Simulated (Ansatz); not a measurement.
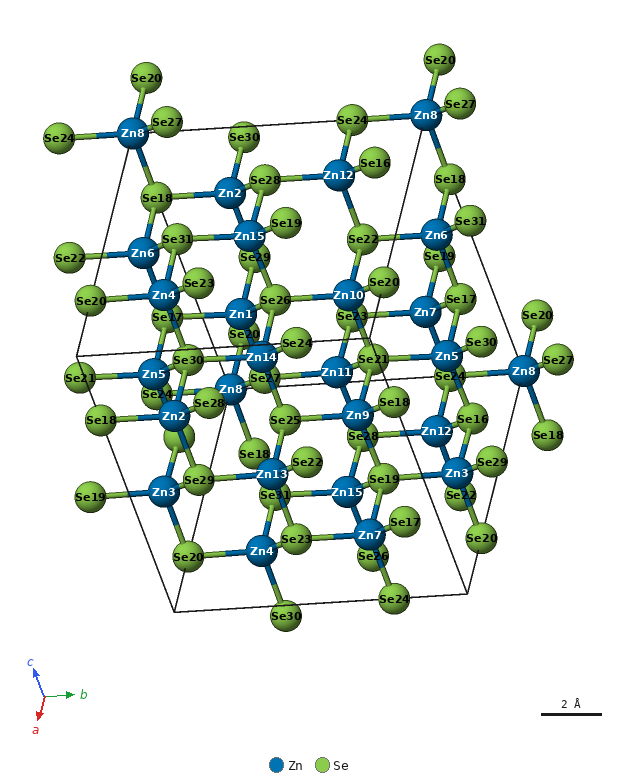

The input geometry of the first run (ball-and-stick view of the cell of the calculation, seen at an oblique angle; bonded neighbours outside the cell are drawn too; atoms are numbered from 1 in the order of the input). An atom can appear more than once, as a periodic image. Near neighbours in the periodic cell (some may lie outside the picture): Zn has 4 Se at 2.45 to 2.50 Å; Se has 3 Zn at 2.45 Å; Se has 4 Zn at 2.49 to 2.50 Å.

**Two runs on Zn15Se16**

System: Zn15Se16 (defect cell, 31 atoms in the cell).
Method of the first run: DFT PBE, scalar-relativistic, plane waves, PAW, no spin polarisation (Ansatz 0.2.0).

The structure derives from a Materials Project entry. Text and figures count atoms from 1; the logs count them from 0 in places.

## Input file, the first run
```yaml
crystal:
  lattice:
    - [-5.7317611754, 5.7317611754, -5.7317611754]
    - [5.7317611754, -5.7317611754, -5.7317611754]
    - [-5.7317611754, -5.7317611754, 5.7317611754]
  atoms:
    - { symbol: Zn, position: [0.2501432264, 0.25, 0.4951462853] }
    - { symbol: Zn, position: [0.0, 0.25, 0.75] }
    - { symbol: Zn, position: [0.7451462853, 0.0001432264, 0.25] }
    - { symbol: Zn, position: [0.7451462853, 0.25, 0.0001432264] }
    - { symbol: Zn, position: [0.5, 0.0001432264, 0.4951462853] }
    - { symbol: Zn, position: [0.2548537147, 0.0048537147, 0.754996941] }
    - { symbol: Zn, position: [0.0, 0.75, 0.25] }
    - { symbol: Zn, position: [1.004996941, 1.0048537147, 1.0048537147] }
    - { symbol: Zn, position: [0.7498567736, 0.745003059, 0.4998567736] }
    - { symbol: Zn, position: [0.5, 0.75, 0.75] }
    - { symbol: Zn, position: [0.2501432264, 0.4951462853, 0.25] }
    - { symbol: Zn, position: [0.2548537147, 0.754996941, 0.0048537147] }
    - { symbol: Zn, position: [-0.004996941, 0.4998567736, 0.4998567736] }
    - { symbol: Zn, position: [0.7498567736, 0.4998567736, 0.745003059] }
    - { symbol: Zn, position: [0.5, 0.4951462853, 0.0001432264] }
    - { symbol: Se, position: [0.5, 0.0053369429, 0.25] }
    - { symbol: Se, position: [0.2506449633, 0.0006449633, 0.5004142113] }
    - { symbol: Se, position: [0.000230752, -0.0004142113, 0.750230752] }
    - { symbol: Se, position: [0.7493550367, 0.749769248, 0.25] }
    - { symbol: Se, position: [0.7504142113, 0.0006449633, 0.0006449633] }
    - { symbol: Se, position: [0.5, 0.749769248, 0.4993550367] }
    - { symbol: Se, position: [0.2495857887, 0.750230752, 0.750230752] }
    - { symbol: Se, position: [-0.000230752, 0.4993550367, 0.25] }
    - { symbol: Se, position: [0.000230752, 0.750230752, -0.0004142113] }
    - { symbol: Se, position: [0.7446630571, 0.4946630571, 0.4946630571] }
    - { symbol: Se, position: [0.5, 0.4993550367, 0.749769248] }
    - { symbol: Se, position: [0.2553369429, 0.25, 0.25] }
    - { symbol: Se, position: [0.2506449633, 0.5004142113, 0.0006449633] }
    - { symbol: Se, position: [-0.000230752, 0.25, 0.4993550367] }
    - { symbol: Se, position: [0.7493550367, 0.25, 0.749769248] }
    - { symbol: Se, position: [0.5, 0.25, 0.0053369429] }
  host:
    lattice:
      - [0.0, 2.8658805877, 2.8658805877]
      - [2.8658805877, 0.0, 2.8658805877]
      - [2.8658805877, 2.8658805877, 0.0]
    atoms:
      - { symbol: Zn, position: [0.0, 0.0, 0.0] }
      - { symbol: Se, position: [0.75, 0.75, 0.75] }
basis:
  ecutwfc: 420
  xc_grid: 2
kpoints:
  mp_grid: { grid: [2, 2, 2], shift: [0.5, 0.5, 0.5] }
hamiltonian:
  xc: pbe
scf:
  occupations: { method: gaussian, width: 0.01 }
output:
  forces: true
  stress: false
  eigenvalues: true
  charged_corrections:
    defect_position: [0.5, 0.25, 0.25]
    epsilon: [[10.789, 0.0, 0.0], [0.0, 10.789, 0.0], [0.0, 0.0, 10.789]]
relax:
  adjacent_minimum: "off"
  f_tol: 0.025
  max_steps: 45
```

Command:
```bash
ansatz run input.yaml --threads 4 --pin off --max-ram 10240MiB --backend cpu --events-out ev --progress --plain --runs-dir out
```

Hardware: 4 threads of Intel Xeon @ 2.50GHz (Skylake/Cascade Lake), 189 GiB of memory available, shared host.

## Output, shortened to warnings, some set-up lines, iterations and results (the first run)
```
Basis set: ecut = 420 eV, 14771 PW (Γ), exchange–correlation on 144×144×144 points (8 copies of the dense FFT grid, shifted against one another)
Symmetry: 24 space group operations
k-points: 2 of 8 (time reversal used)
Initial density: superposition of atomic densities (neutral atoms: chi_scale 0, normalization atom), corrected by the library's trained network
[...]
SCF iter   1: F=—  HF=-137310.154893 eV  |F-HF|=—  |Δ(HF+E_count)|=         —  Δρ=3.69e-3  dr2=3.46e-1  ethr=1.77e-3  ⟨swp⟩=6.0  Hψ=2046  notcnv=0  defer=2
SCF iter   2: F=—  HF=-137310.132653 eV  |F-HF|=—  |Δ(HF+E_count)|=   2.22e-2  Δρ=3.24e-3  dr2=2.85e-1  ethr=7.94e-5  ⟨swp⟩=2.0  Hψ=617  notcnv=0  defer=76
SCF iter   3: F=—  HF=-137310.125358 eV  |F-HF|=—  |Δ(HF+E_count)|=   7.30e-3  Δρ=2.90e-3  dr2=2.34e-1  ethr=6.55e-5  ⟨swp⟩=2.0  Hψ=461  notcnv=0  defer=76
SCF iter   4: F=—  HF=-137310.125520 eV  |F-HF|=—  |Δ(HF+E_count)|=   1.62e-4  Δρ=3.28e-3  dr2=2.14e-1  ethr=5.36e-5  ⟨swp⟩=2.0  Hψ=699  notcnv=0  defer=76
SCF iter   5: F=—  HF=-137310.097517 eV  |F-HF|=—  |Δ(HF+E_count)|=   2.80e-2  Δρ=2.01e-3  dr2=1.18e-1  ethr=4.91e-5  ⟨swp⟩=2.0  Hψ=673  notcnv=0  defer=76
[...]
SCF 1 converged in 12 iterations: F = -137310.077017 eV  dr2 = 7.97e-6
[...]
SCF iter   4: F=—  HF=-137310.077024 eV  |F-HF|=—  |Δ(HF+E_count)|=   3.28e-7  Δρ=1.19e-5  dr2=1.07e-6  ethr=7.20e-10  ⟨swp⟩=2.0  Hψ=694  notcnv=0
SCF iter   5: F=—  HF=-137310.077023 eV  |F-HF|=—  |Δ(HF+E_count)|=   3.26e-7  Δρ=6.32e-6  dr2=3.17e-7  ethr=2.45e-10  ⟨swp⟩=2.0  Hψ=763  notcnv=0
SCF iter   6: F=-137310.077023 eV  HF=-137310.077023 eV  |F-HF|=4.85e-8  |Δ(HF+E_count)|=   3.48e-8  Δρ=3.38e-6  dr2=7.10e-8  ethr=2.29e-11  ⟨swp⟩=3.0  Hψ=1754  notcnv=0
SCF 2 converged in 6 iterations: F = -137310.077023 eV  dr2 = 7.10e-8
relax step   2: F+E_penalty+E_count = -137310.07702327 eV  Δ(F+E_penalty+E_count) = -6.051e-6 eV  max|allowed force component| = 1.703e-2 eV/Å  Δτ_max = 0.0000 Å  (6 SCF …
SCF converged after 6 iterations
Free energy (F): -137310.077023 eV
Harris-Foulkes:  -137310.077023 eV  (|F-HF|=4.85e-8)
Internal energy: -137310.071723 eV  (E = F + TS)
E sigma→0 (E₀):  -137310.074373 eV
Entropy (-TS):   -0.005300 eV (-0.171 meV/atom)
Fermi energy:    5.742664 eV
--- Per-component energies (eV) ---
  E_band       = -6427.568810
  E_kinetic    = 3850.114646
  E_local      = -70180.992638  (includes V_loc(G=0)·N_el)
  E_nonlocal   = -317.751638
  E_hartree    = 32509.323873
  E_xc         = -3715.261968
  E_vxc        = -2336.911967  (∫ρ·V_xc dr)
  E_paw        = -58005.257964  (= ΣΔE_a)
  E_vpaw       = -2460.682957  (= ΣTr[D̂ρ^β])
  E_aug_tail   = -0.014631  (compensation charges beyond the density's cutoff)
  E_ewald      = -41450.231404
  E_smearing   = -0.005300  (= −TS)
  E_closure    = 0.000000  (closes the sum)
  Σ components = -137310.077023   (vs F -137310.077023, Δ=0.00e0)
--- Forces (eV/Å), atoms counted from 1 ---
  atom   1  Zn     0.00964360     0.00495775    -0.00495775
  atom   2  Zn    -0.00000000     0.00000000     0.00000000
  atom   3  Zn     0.00495775    -0.00495775     0.00964360
  atom   4  Zn     0.00964360    -0.00495775     0.00495775
  atom   5  Zn     0.00495775     0.00964360    -0.00495775
  atom   6  Zn    -0.00495775    -0.00495775    -0.00964360
  atom   7  Zn    -0.00000000    -0.00000000     0.00000000
  atom   8  Zn    -0.00495775    -0.00964360    -0.00495775
  atom   9  Zn    -0.00964360     0.00495775     0.00495775
  atom  10  Zn    -0.00000000     0.00000000    -0.00000000
  atom  11  Zn    -0.00495775     0.00495775     0.00964360
  atom  12  Zn    -0.00964360    -0.00495775    -0.00495775
  atom  13  Zn     0.00495775    -0.00964360     0.00495775
  atom  14  Zn     0.00495775     0.00495775    -0.00964360
  atom  15  Zn    -0.00495775     0.00964360     0.00495775
  atom  16  Se     0.01354195    -0.01354195    -0.01354195
  atom  17  Se     0.01356609     0.01356609    -0.01703499
  atom  18  Se    -0.01703499    -0.01356609    -0.01356609
  atom  19  Se    -0.01356609     0.01356609     0.01703499
  atom  20  Se     0.01356609    -0.01703499     0.01356609
  atom  21  Se    -0.01356609     0.01703499     0.01356609
  atom  22  Se    -0.01356609    -0.01703499    -0.01356609
  atom  23  Se     0.01356609    -0.01356609     0.01703499
  atom  24  Se    -0.01356609    -0.01356609    -0.01703499
  atom  25  Se     0.01354195     0.01354195     0.01354195
  atom  26  Se     0.01356609     0.01703499    -0.01356609
  atom  27  Se    -0.01354195     0.01354195    -0.01354195
  atom  28  Se    -0.01703499     0.01356609     0.01356609
  atom  29  Se     0.01703499    -0.01356609     0.01356609
[...]
```

For the second run the input was changed thus:
```diff
-    - { symbol: Se, position: [0.5, 0.0053369429, 0.25] }
+    - { symbol: Se, position: [0.5, 0.0053369429, 0.25], spin: 0.25 }
-    - { symbol: Se, position: [0.7446630571, 0.4946630571, 0.4946630571] }
+    - { symbol: Se, position: [0.7446630571, 0.4946630571, 0.4946630571], spin: 0.25 }
-    - { symbol: Se, position: [0.2553369429, 0.25, 0.25] }
+    - { symbol: Se, position: [0.2553369429, 0.25, 0.25], spin: 0.25 }
-    - { symbol: Se, position: [0.5, 0.25, 0.0053369429] }
+    - { symbol: Se, position: [0.5, 0.25, 0.0053369429], spin: 0.25 }
+total_charge: -1
+  populations: true
+magnetization:
+  spin_polarized: true
```

What does this change do to the results?

The total energies belong to different systems, so their difference says nothing on which is more stable or more accurate. With spin allowed, the absolute moment of the cell comes to 1.04 μB. A charged cell is computed with a uniform neutralising background, so its energy and pressure depend on the cell and aren't those of a real crystal. The SCF takes 29 iterations over all geometry steps against 18. On the same kind of shared host the second run took about 3.1 times as long. The two runs start from different initial densities, which also moves the count.

## Output, shortened to warnings, some set-up lines, iterations and results (the second run)
```
Basis set: ecut = 420 eV, 14771 PW (Γ), exchange–correlation on 144×144×144 points (8 copies of the dense FFT grid, shifted against one another)
Symmetry: 24 space group operations
k-points: 2 of 8 (time reversal used)
Initial density: superposition of atomic densities (chi_scale 0.1, normalization cell, long waves kept (reshape's long-wave potential 0.16 eV rms))
[...]
SCF iter   1: F=—  HF=-137309.298446 eV  |F-HF|=—  |Δ(HF+E_count)|=         —  Δρ=2.76e-2 (↑2.76e-2 ↓2.48e-2)  dr2=1.40e1  dr2_m=3.50e-1  M=0.633 μB ∫|m|=0.659 μB  β_m=0.30  …
SCF iter   2: F=—  HF=-137306.062022 eV  |F-HF|=—  |Δ(HF+E_count)|=    3.24e0  Δρ=1.64e-2 (↑1.64e-2 ↓1.38e-2)  dr2=4.69e0  dr2_m=1.77e-1  M=0.871 μB ∫|m|=0.904 μB  β_m=0.30  …
SCF iter   3: F=—  HF=-137304.488116 eV  |F-HF|=—  |Δ(HF+E_count)|=    1.57e0  Δρ=7.21e-3 (↑7.21e-3 ↓5.08e-3)  dr2=5.42e-1  dr2_m=8.93e-2  M=0.999 μB ∫|m|=1.040 μB  β_m=0.30  …
SCF iter   4: F=—  HF=-137304.290681 eV  |F-HF|=—  |Δ(HF+E_count)|=   1.97e-1  Δρ=3.01e-3 (↑3.01e-3 ↓2.54e-3)  dr2=5.99e-2  dr2_m=4.42e-2  M=1.000 μB ∫|m|=1.046 μB  β_m=0.30  …
SCF iter   5: F=—  HF=-137304.286943 eV  |F-HF|=—  |Δ(HF+E_count)|=   3.74e-3  Δρ=2.16e-3 (↑2.10e-3 ↓2.16e-3)  dr2=3.67e-2  dr2_m=2.20e-2  M=1.000 μB ∫|m|=1.051 μB  β_m=0.30  …
[... 25 lines ...]
SCF iter   5: F=—  HF=-137304.310571 eV  |F-HF|=—  |Δ(HF+E_count)|=   1.45e-7  Δρ=9.96e-6 (↑9.79e-6 ↓9.96e-6)  dr2=2.64e-6  dr2_m=5.91e-9  M=1.000 μB ∫|m|=1.071 μB  β_m=0.67  …
SCF iter   6: F=—  HF=-137304.310571 eV  |F-HF|=—  |Δ(HF+E_count)|=   4.66e-7  Δρ=2.89e-6 (↑2.81e-6 ↓2.89e-6)  dr2=4.51e-7  dr2_m=2.65e-9  M=1.000 μB ∫|m|=1.071 μB  β_m=0.71  …
SCF iter   7: F=-137304.310571 eV  HF=-137304.310571 eV  |F-HF|=6.95e-8  |Δ(HF+E_count)|=   2.75e-7  Δρ=1.21e-6 (↑1.12e-6 ↓1.21e-6)  dr2=6.35e-8  dr2_m=3.88e-10  M=1.000 μB …
SCF 3 converged in 7 iterations: F = -137304.310571 eV  dr2 = 6.35e-8
relax step   3: F+E_penalty+E_count = -137304.31057096 eV  Δ(F+E_penalty+E_count) = -3.017e-3 eV  max|allowed force component| = 7.353e-3 eV/Å  Δτ_max = 0.0093 Å  (7 SCF …
SCF converged after 7 iterations
Magnetization: 1.0000 μB (219.0000 up, 218.0000 down)
Absolute magnetization: 1.0392 μB (∫|ρ↑−ρ↓|, with the PAW one-centre terms)
Spin contamination: 0.0009 ħ² per cell (⟨S²⟩ above its minimum at these occupations)
Per-site moments (μB) at R_I (Å): [(0.00461940538476692, 1.0064191028653264), (0.0027043617555161797, 1.0259177784479125), (0.004619405384767292, 1.006419102865327), (0.004619405384766898, 1.0064191028653264), (0.004619405384767182, 1.0064191028653264), (0.004619405384767032, 1.0064191028653267), …
Free energy (F): -137304.310571 eV
Harris-Foulkes:  -137304.310571 eV  (|F-HF|=6.95e-8)
Internal energy: -137304.307921 eV  (E = F + TS)
E sigma→0 (E₀):  -137304.309246 eV
Entropy (-TS):   -0.002650 eV (-0.085 meV/atom)
Fermi energy:    5.846860 eV
--- Per-component energies (eV) ---
  E_band       = -6404.465763
  E_kinetic    = 3862.853669
  E_local      = -70070.302538  (includes V_loc(G=0)·N_el)
  E_nonlocal   = -316.086835
  E_hartree    = 32464.850723
  E_xc         = -3725.544144
  E_vxc        = -2350.282574  (∫ρ·V_xc dr)
  E_paw        = -58005.474283  (= ΣΔE_a)
  E_vpaw       = -2460.327122  (= ΣTr[D̂ρ^β])
  E_aug_tail   = -0.014671  (compensation charges beyond the density's cutoff)
  E_ewald      = -41514.589842
  E_smearing   = -0.002650  (= −TS)
  E_closure    = -0.000000  (closes the sum)
  E_deformation_potential = -11.745863  (in the stress; not in F)
  Σ components = -137304.310571   (vs F -137304.310571, Δ=0.00e0)
--- Forces (eV/Å), atoms counted from 1 ---
  atom   1  Zn     0.00088817    -0.00735253     0.00735253
[...]
```

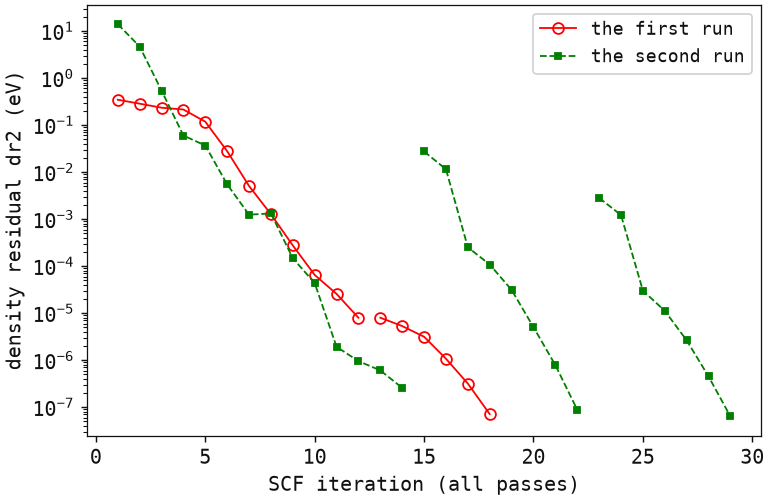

Convergence of the two runs: density residual dr2 against the SCF iteration. A break in a curve parts two SCF passes. The first run takes 18 iterations in all, and the second run takes 29.

## The two runs side by side

| quantity | the first run | the second run |
| --- | --- | --- |
| outcome | converged | converged |
| free energy per atom (eV) | −4429.3573 | −4429.1713 |
| gap on the mesh (eV) | 0.00 | 0.00 |
| largest force (eV/Å) | 0.026 | 0.010 |
| SCF iterations | 18 | 29 |
| irreducible k-points | 2 | 2 |
| net moment of the cell (μB) | – | 1.00 |
| absolute moment of the cell (μB) | – | 1.04 |
| wall time (shared host) | 69 s | 3.6 min |

For the second run: The cell is charged and computed with a neutralising background, so its energy and pressure depend on the cell and aren't those of a real crystal.
